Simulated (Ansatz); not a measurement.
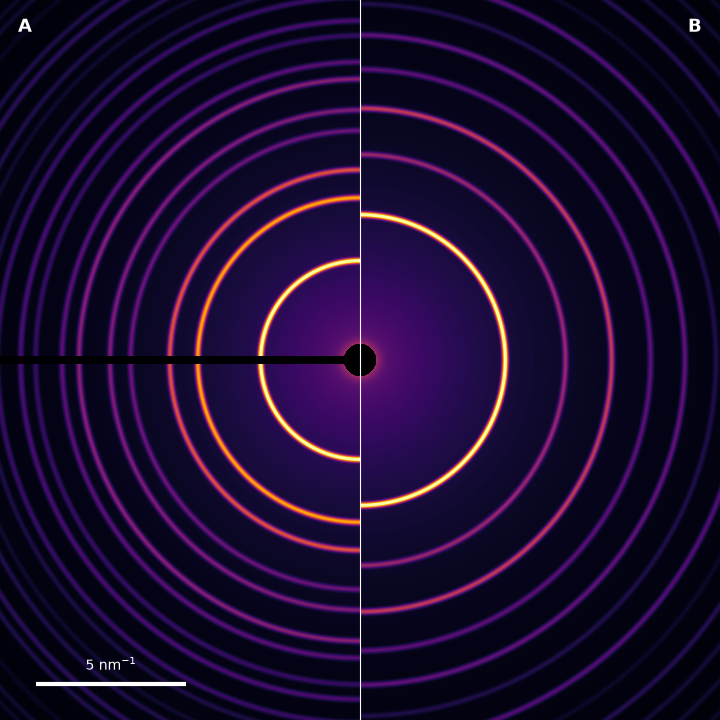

Simulated electron diffraction rings at 100 kV (λ = 0.0370 Å), scale in nm⁻¹ (radius = 1/d), for a fine-grained powder without texture. Kinematic intensities with B = 0.8 Å² for all atoms, without multiple scattering; brightness goes as intensity to the power 0.5, clipped at the top. Reflections closer than the ring width show as one ring. The left and right halves show two different samples, each scaled to its strongest ring.

Structure 1:
Space group Im-3m (No. 229). a = 2.920 Å, b = 2.920 Å, c = 2.920 Å, α = 90.00°, β = 90.00°, γ = 90.00°
```csv
atom,site,symmetry,x,y,z
Cu,2a,m-3m,0.0000,0.0000,0.0000
```

Structure 2:
```
Cu
1.0
     5.23114    0.00000    0.00000
     0.00000    5.23114    0.00000
     0.00000    0.00000    5.23114
Cu
8
Cartesian
  3.9234 3.9234 3.9234
  0.0000 2.6156 0.0000
  3.9234 1.3078 1.3078
  0.0000 0.0000 2.6156
  1.3078 3.9234 1.3078
  2.6156 2.6156 2.6156
  1.3078 1.3078 3.9234
  2.6156 0.0000 0.0000
```

Origins: 1, the input geometry of an electronic-structure calculation (not necessarily at equilibrium); the starting structure was generated, so it need not be a known form of this composition; 2, the geometry relaxed with Ansatz, DFT, PBEsol, plane waves (420 eV) with PAW, scalar-relativistic; the starting structure was generated, so it need not be a known form of this composition.

Question: Which structure gives which half?

Answer: Half A is structure 2 (Cu): 111 at 3.31 nm⁻¹ (d = 3.02 Å), 220 at 5.41 nm⁻¹ (d = 1.849 Å), 311 at 6.34 nm⁻¹ (d = 1.577 Å), 400 at 7.65 nm⁻¹ (d = 1.308 Å).
Half B is structure 1 (Cu): 110 at 4.84 nm⁻¹ (d = 2.06 Å), 200 at 6.85 nm⁻¹ (d = 1.460 Å), 211 at 8.39 nm⁻¹ (d = 1.192 Å), 220 at 9.69 nm⁻¹ (d = 1.032 Å).
